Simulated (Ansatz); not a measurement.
## Ti18O35: geometry relaxation (part 6 of 6)

Continued. System: Ti18O35 (defect cell, 53 atoms in the cell). Method: DFT PBE, scalar-relativistic, plane waves, PAW, spin-polarised (Ansatz 0.2.0); cutoff 420 eV, 2×1×2 k-mesh, Gaussian smearing of 0.05 eV, collinear spins. The structure derives from a Materials Project entry.

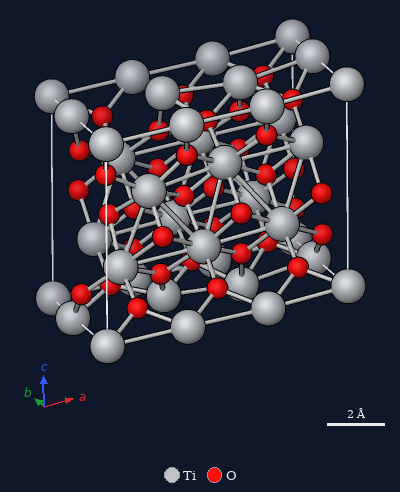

**Figure 1.** The geometry at step 8 of the log (ball-and-stick view of the cell of the calculation, seen slightly off an axis).

### Trajectory as extended XYZ, continued
```
53
Lattice="8.9048 0.0000 0.0000 0.0004 9.4152 0.0000 1.4836 0.2424 7.0835" Properties=species:S:1:pos:R:3:forces:R:3 step=6 energy=-64924.79488
Ti    2.9778    2.2245    4.6301    0.0720  -0.1442  -0.0173
Ti    2.9765    7.2836    4.8821   -0.0569   0.0080  -0.0558
Ti    5.9275    2.6695    4.8465    0.0868   0.0417   0.0832
Ti    5.9525    7.2918    4.8956    0.0392   0.0209  -0.0743
Ti    8.9448    2.6679    4.8354   -0.1476   0.0132   0.0922
Ti    8.9319    7.3170    4.8666   -0.0168   0.0613  -0.0846
Ti    1.4574    2.3791    2.1530   -0.0593  -0.0235  -0.1039
Ti    1.5002    7.0044    2.2910   -0.0390   0.0254   0.1435
Ti    4.5153    2.3598    2.1667    0.0100  -0.0598  -0.0562
Ti    4.4832    7.1938    2.3136    0.0010   0.1016   0.0595
Ti    7.4269    2.2974    2.2733    0.0062  -0.0910   0.0095
Ti    7.4160    7.1853    2.3154    0.0273   0.1280   0.0804
Ti    0.0153   -0.0117    0.0260   -0.0634  -0.1249   0.0322
Ti   -0.1756    4.8841    0.1765    0.1069  -0.0369  -0.0794
Ti    2.9846   -0.0224    0.0092    0.0159  -0.1131   0.0082
Ti    3.1695    4.8832    0.1903   -0.0466  -0.0548  -0.0218
Ti    5.9570    0.0501   -0.0516    0.0195  -0.0003  -0.0900
Ti    5.9584    4.6563   -0.0639   -0.0924   0.0390  -0.0154
O     2.9738    8.7310    6.1652   -0.0002   0.1074   0.0252
O     5.8565    4.0693    6.1651   -0.0464  -0.0948  -0.0525
O     5.9599    8.7329    6.1861   -0.0312  -0.0068   0.0182
O     9.0022    4.0747    6.1586    0.0763  -0.1439  -0.1309
O     8.9191    8.7216    6.1879    0.0089   0.0191   0.0146
O     1.5985    3.3778    3.8788    0.0078   0.1021   0.0794
O     1.4999    8.1348    3.9072   -0.0114  -0.0016  -0.0565
O     4.3697    3.3700    3.8816   -0.0608   0.1079   0.0504
O     4.4544    8.1839    3.9325   -0.0056   0.0444   0.0241
O     7.4282    3.4710    3.8840    0.0301  -0.0147   0.0108
O     7.4470    8.1968    3.9278    0.0136   0.0017  -0.0009
O     2.9682    3.3107    1.3435   -0.0770   0.0933  -0.1037
O     2.9631    7.9999    1.3837    0.0339   0.0626   0.0014
O     5.9501    3.3026    1.3576    0.0438  -0.0206   0.0117
O     5.9502    8.0859    1.4258   -0.0084  -0.0700   0.0554
O     8.9302    3.3078    1.3181    0.1044   0.0898  -0.0830
O     8.9355    8.0102    1.3989   -0.0082   0.0537  -0.0365
O     1.4791    1.6303    5.7007    0.0413   0.0717   0.0040
O     1.5144    6.2990    5.7113    0.0731  -0.1219   0.1419
O     4.4792    1.6229    5.6954   -0.0762   0.0634   0.0182
O     4.4518    6.3121    5.7309   -0.0461  -0.1073   0.0539
O     7.4355    1.6705    5.6950    0.0292   0.0482  -0.0378
O     7.4306    6.3399    5.7016    0.0262  -0.0654   0.0621
O     2.9771    1.3375    3.0924    0.0006  -0.1638   0.0403
O     3.0002    6.2137    3.2098   -0.0274  -0.0002   0.0140
O     5.9465    1.5117    3.1882    0.0054  -0.0003  -0.0678
O     5.9531    6.2679    3.2399   -0.0330  -0.0392  -0.0552
O     8.9219    1.5312    3.1787    0.0168  -0.0209   0.0376
O     8.8998    6.2117    3.2124    0.0525   0.0279  -0.0156
O     1.4999    0.9188    0.8916    0.0072   0.0759   0.0133
O     1.4946    5.5654    0.8931    0.0102  -0.2249  -0.2405
O     4.4578    0.9225    0.8932   -0.0220   0.0594   0.0149
O     4.5404    5.6702    0.9890    0.1416   0.1091   0.1063
O     7.4365    0.9095    0.9143    0.0558   0.0508   0.0472
O     7.3630    5.6727    0.9814   -0.1879   0.1174   0.1259
53
Lattice="8.9048 0.0000 0.0000 0.0004 9.4152 0.0000 1.4836 0.2424 7.0835" Properties=species:S:1:pos:R:3:forces:R:3 step=7 energy=-64924.79383 accepted=F
Ti    2.9848    2.1881    4.6127   -0.1317  -0.0023   0.1090
Ti    2.9595    7.2583    4.8816    0.0498  -0.0138   0.0490
Ti    5.9159    2.7011    4.8508   -0.0437  -0.0061   0.0019
Ti    5.9425    7.2558    4.8953    0.0023  -0.0605   0.0463
Ti    8.9266    2.6943    4.8535    0.2917  -0.0454  -0.1240
Ti    8.9248    7.3152    4.8676    0.0143  -0.0317   0.0737
Ti    1.4425    2.3678    2.1487    0.0338   0.0377   0.0523
Ti    1.4884    6.9918    2.2982    0.0740   0.0288  -0.0295
Ti    4.5086    2.3548    2.1479    0.0427   0.0253  -0.0820
Ti    4.4822    7.2435    2.3258   -0.0099  -0.0225  -0.0821
Ti    7.4188    2.2635    2.2736    0.0900   0.0323   0.0049
Ti    7.4189    7.2298    2.3203   -0.0300  -0.0387  -0.1198
Ti   -0.0144   -0.0121    0.0144    0.1352   0.1263  -0.0462
Ti   -0.1938    4.8847    0.1922    0.0869  -0.0190  -0.0546
Ti    2.9479   -0.0389   -0.0041    0.0770   0.0417   0.0565
Ti    3.1733    4.8872    0.2100   -0.0332  -0.0532  -0.0521
Ti    5.9166    0.0530   -0.0804    0.1616   0.0289  -0.0052
Ti    5.9470    4.6812   -0.0264    0.0749  -0.1530  -0.1517
O     2.9820    8.7303    6.1629   -0.0400  -0.0365  -0.0377
O     5.8473    4.0496    6.1836    0.0511   0.0447   0.0059
O     5.9680    8.7018    6.2027   -0.0240   0.0473  -0.0259
O     9.0312    4.0596    6.1635   -0.1608   0.0992   0.1265
O     8.9237    8.7062    6.1996   -0.0418  -0.0274  -0.0411
O     1.6108    3.3593    3.8856   -0.0254   0.0719  -0.0465
O     1.4958    8.1258    3.9127    0.0143  -0.0033  -0.0271
O     4.3627    3.3708    3.8822    0.0791   0.0100  -0.0114
O     4.4546    8.1856    3.9590    0.0129   0.0302  -0.0203
O     7.4315    3.4718    3.8872   -0.0512   0.0149   0.0409
O     7.4503    8.1987    3.9479    0.0259   0.0299  -0.0366
O     2.9579    3.3252    1.3477    0.0848  -0.0338   0.0347
O     2.9719    8.0289    1.3970   -0.0519  -0.0417   0.0272
O     5.9689    3.2974    1.3577   -0.0890   0.0084   0.0282
O     5.9569    8.1245    1.4501   -0.0084   0.0113   0.0045
O     8.9515    3.3261    1.3179   -0.0639  -0.0729   0.0925
O     8.9531    8.0279    1.4019   -0.0788  -0.0677   0.0718
O     1.4994    1.6248    5.6931   -0.1097  -0.0797   0.0746
O     1.5210    6.2819    5.7264   -0.0174   0.0922  -0.0793
O     4.4899    1.6172    5.6826    0.0359  -0.0126   0.0079
O     4.4436    6.2758    5.7237    0.0251   0.0310  -0.0288
O     7.4613    1.6661    5.6802   -0.1658  -0.0029   0.0070
O     7.4422    6.2987    5.6801   -0.0433   0.0556   0.0116
O     2.9902    1.3055    3.0734    0.0300   0.0021  -0.0280
O     3.0005    6.2202    3.2037   -0.0019  -0.0073   0.0205
O     5.9426    1.5117    3.1745    0.0134  -0.0453   0.0061
O     5.9508    6.2837    3.2334    0.0250  -0.0256   0.0097
O     8.9249    1.5276    3.1746   -0.0379  -0.0190  -0.0312
O     8.9023    6.2132    3.1996   -0.0088   0.0205   0.0305
O     1.5112    0.9326    0.8771   -0.0647  -0.0657  -0.0537
O     1.4958    5.5571    0.8649    0.0052   0.0760   0.0711
O     4.4690    0.9481    0.8624   -0.0749  -0.0209   0.0142
O     4.5557    5.7057    0.9912   -0.0507   0.0367   0.0774
O     7.4600    0.9207    0.9037   -0.1578  -0.0416  -0.0068
O     7.3388    5.7033    0.9917    0.0794   0.0473   0.0652
53
Lattice="8.9048 0.0000 0.0000 0.0004 9.4152 0.0000 1.4836 0.2424 7.0835" Properties=species:S:1:pos:R:3:forces:R:3 step=8 energy=-64924.82341
Ti    2.9803    2.2042    4.6230    0.0157  -0.0579   0.0410
Ti    2.9721    7.2723    4.8848   -0.0089   0.0031  -0.0164
Ti    5.9240    2.6854    4.8481   -0.0073   0.0215   0.0247
Ti    5.9507    7.2758    4.8951    0.0176  -0.0085  -0.0145
Ti    8.9448    2.6801    4.8402    0.0080   0.0111   0.0232
Ti    8.9302    7.3165    4.8655   -0.0160   0.0027  -0.0073
Ti    1.4541    2.3738    2.1473   -0.0382  -0.0057  -0.0409
Ti    1.4968    6.9976    2.2995    0.0006   0.0116   0.0376
Ti    4.5150    2.3526    2.1578    0.0263  -0.0188  -0.0283
Ti    4.4828    7.2190    2.3181   -0.0008   0.0304  -0.0141
Ti    7.4272    2.2808    2.2765    0.0124  -0.0339  -0.0019
Ti    7.4144    7.2089    2.3159    0.0016   0.0305  -0.0278
Ti    0.0104   -0.0144    0.0231    0.0033  -0.0041   0.0082
Ti   -0.1838    4.8860    0.1859    0.0161  -0.0330  -0.0504
Ti    2.9791   -0.0320    0.0025    0.0202  -0.0205   0.0086
Ti    3.1740    4.8846    0.2019   -0.0021  -0.0251  -0.0217
Ti    5.9516    0.0571   -0.0704    0.0047   0.0137  -0.0397
Ti    5.9543    4.6624   -0.0485   -0.0133   0.0153  -0.0069
O     2.9749    8.7378    6.1590   -0.0130   0.0052   0.0019
O     5.8528    4.0608    6.1720   -0.0118  -0.0051  -0.0029
O     5.9611    8.7233    6.1904   -0.0080   0.0034   0.0043
O     9.0085    4.0668    6.1613    0.0095  -0.0060  -0.0043
O     8.9191    8.7188    6.1884    0.0056  -0.0017  -0.0043
O     1.6028    3.3739    3.8815    0.0047   0.0344   0.0155
O     1.4985    8.1300    3.9051    0.0018   0.0127  -0.0020
O     4.3651    3.3685    3.8822   -0.0124   0.0418   0.0049
O     4.4535    8.1862    3.9440   -0.0062   0.0189   0.0106
O     7.4299    3.4714    3.8850    0.0006  -0.0090   0.0090
O     7.4494    8.1998    3.9349    0.0141  -0.0018   0.0014
O     2.9646    3.3160    1.3442   -0.0169   0.0099  -0.0134
O     2.9632    8.0114    1.3889   -0.0013   0.0124   0.0045
O     5.9559    3.2953    1.3579    0.0054   0.0186   0.0010
O     5.9504    8.1017    1.4340    0.0021  -0.0191   0.0399
O     8.9374    3.3133    1.3188    0.0393   0.0132   0.0007
O     8.9396    8.0154    1.3965   -0.0145   0.0001   0.0073
O     1.4829    1.6315    5.6989   -0.0123   0.0108   0.0107
O     1.5180    6.2926    5.7223    0.0123  -0.0011   0.0090
O     4.4792    1.6245    5.6930   -0.0060   0.0199   0.0061
O     4.4492    6.2979    5.7308   -0.0102  -0.0258   0.0004
O     7.4385    1.6722    5.6883   -0.0028   0.0087  -0.0188
O     7.4350    6.3248    5.6964    0.0048  -0.0038   0.0190
O     2.9809    1.3168    3.0863   -0.0021  -0.0399  -0.0007
O     2.9982    6.2158    3.2091   -0.0008  -0.0044   0.0180
O     5.9460    1.5099    3.1815    0.0007  -0.0215  -0.0178
O     5.9514    6.2770    3.2376   -0.0012  -0.0274  -0.0032
O     8.9242    1.5266    3.1796    0.0023   0.0029  -0.0191
O     8.9032    6.2142    3.2082   -0.0028   0.0039   0.0027
O     1.5009    0.9258    0.8829   -0.0036   0.0166   0.0098
O     1.4955    5.5530    0.8743    0.0077  -0.0252  -0.0250
O     4.4581    0.9326    0.8792   -0.0153   0.0059   0.0120
O     4.5508    5.6868    0.9974   -0.0060   0.0018   0.0075
O     7.4423    0.9135    0.9085    0.0005   0.0033   0.0252
O     7.3483    5.6857    0.9929   -0.0043   0.0150   0.0170
53
Lattice="8.9048 0.0000 0.0000 0.0004 9.4152 0.0000 1.4836 0.2424 7.0835" Properties=species:S:1:pos:R:3:forces:R:3 step=9 energy=-64924.82668
Ti    2.9808    2.1880    4.6258    0.0084  -0.0095   0.0122
Ti    2.9722    7.2738    4.8851   -0.0235  -0.0063   0.0078
Ti    5.9201    2.6951    4.8467   -0.0082   0.0021  -0.0046
Ti    5.9513    7.2666    4.8920   -0.0056   0.0031  -0.0019
Ti    8.9500    2.6896    4.8382    0.0054   0.0012   0.0003
Ti    8.9269    7.3156    4.8646    0.0239  -0.0034   0.0105
Ti    1.4553    2.3731    2.1424   -0.0371   0.0030  -0.0059
Ti    1.4958    6.9932    2.3077    0.0035   0.0017   0.0081
Ti    4.5158    2.3488    2.1556    0.0355  -0.0106  -0.0079
Ti    4.4826    7.2287    2.3170   -0.0103  -0.0020   0.0006
Ti    7.4283    2.2716    2.2779   -0.0005  -0.0021  -0.0143
Ti    7.4124    7.2190    2.3102    0.0090  -0.0040  -0.0127
Ti    0.0121   -0.0148    0.0260   -0.0069  -0.0058   0.0019
Ti   -0.1831    4.8846    0.1834    0.0051   0.0047  -0.0215
Ti    2.9835   -0.0361    0.0042    0.0038  -0.0158   0.0009
Ti    3.1734    4.8831    0.2016   -0.0146   0.0065  -0.0093
Ti    5.9520    0.0626   -0.0877    0.0066   0.0023  -0.0036
Ti    5.9535    4.6674   -0.0382    0.0073  -0.0105  -0.0049
O     2.9735    8.7401    6.1588   -0.0030   0.0042   0.0071
O     5.8554    4.0614    6.1729   -0.0050   0.0010   0.0065
O     5.9598    8.7210    6.1910   -0.0063  -0.0089  -0.0071
O     9.0057    4.0673    6.1622   -0.0004   0.0013   0.0052
O     8.9198    8.7180    6.1893    0.0082  -0.0023  -0.0056
O     1.6058    3.3715    3.8836    0.0170   0.0095   0.0132
O     1.4979    8.1306    3.9063   -0.0063   0.0181   0.0009
O     4.3629    3.3659    3.8822   -0.0195   0.0067   0.0152
O     4.4530    8.1882    3.9465    0.0094   0.0072  -0.0061
O     7.4301    3.4709    3.8859   -0.0026   0.0002   0.0007
O     7.4498    8.2003    3.9361   -0.0046  -0.0063  -0.0083
O     2.9652    3.3148    1.3429   -0.0052   0.0008  -0.0007
O     2.9608    8.0151    1.3930    0.0031   0.0044  -0.0020
O     5.9564    3.2974    1.3614    0.0005   0.0037   0.0019
O     5.9493    8.1035    1.4350    0.0021  -0.0021   0.0223
O     8.9411    3.3130    1.3172    0.0161   0.0058   0.0036
O     8.9398    8.0185    1.3998   -0.0095  -0.0065   0.0058
O     1.4788    1.6307    5.7000    0.0027   0.0162  -0.0097
O     1.5188    6.2923    5.7224    0.0030  -0.0037   0.0081
O     4.4810    1.6249    5.6950   -0.0058   0.0239  -0.0163
O     4.4478    6.2932    5.7283    0.0029  -0.0104   0.0047
O     7.4379    1.6714    5.6818   -0.0002   0.0146  -0.0080
O     7.4354    6.3256    5.7005   -0.0022   0.0012   0.0027
O     2.9818    1.3084    3.0846    0.0002  -0.0037   0.0046
O     2.9973    6.2174    3.2123    0.0091  -0.0125  -0.0065
O     5.9458    1.5074    3.1792    0.0003  -0.0136  -0.0039
O     5.9508    6.2773    3.2369    0.0004  -0.0056  -0.0007
O     8.9261    1.5268    3.1766   -0.0041  -0.0068  -0.0032
O     8.9028    6.2145    3.2101   -0.0088  -0.0011  -0.0011
O     1.5002    0.9285    0.8808    0.0047  -0.0007   0.0007
O     1.4961    5.5522    0.8731    0.0061  -0.0160  -0.0139
O     4.4591    0.9323    0.8764   -0.0068   0.0061   0.0073
O     4.5466    5.6905    0.9998   -0.0037   0.0063   0.0070
O     7.4395    0.9122    0.9084    0.0042   0.0023   0.0051
O     7.3521    5.6893    0.9946    0.0021   0.0119   0.0153
```

### Results in brief

| quantity | value |
| --- | --- |
| outcome | converged |
| electrons treated | 426 |
| free energy | −64924.8267 eV |
| Fermi energy | 10.377 eV |
| net moment of the cell | 1.00 μB |
| integrated absolute moment | 1.18 μB |
| final volume | 593.88 Å³ |
| largest force (length of the vector) at the end | 0.038 eV/Å |
| hardware | 8 threads of Arm Neoverse V2, 24 GiB of memory available, shared host |
| wall time | 8.6 min (CPU time 67 min) |
| peak memory | 6.9 GiB |

### Remarks

Warnings of the run: some starting moments were not kept. The k-point mesh is coarse for a cell of this size, so the results may not be converged.
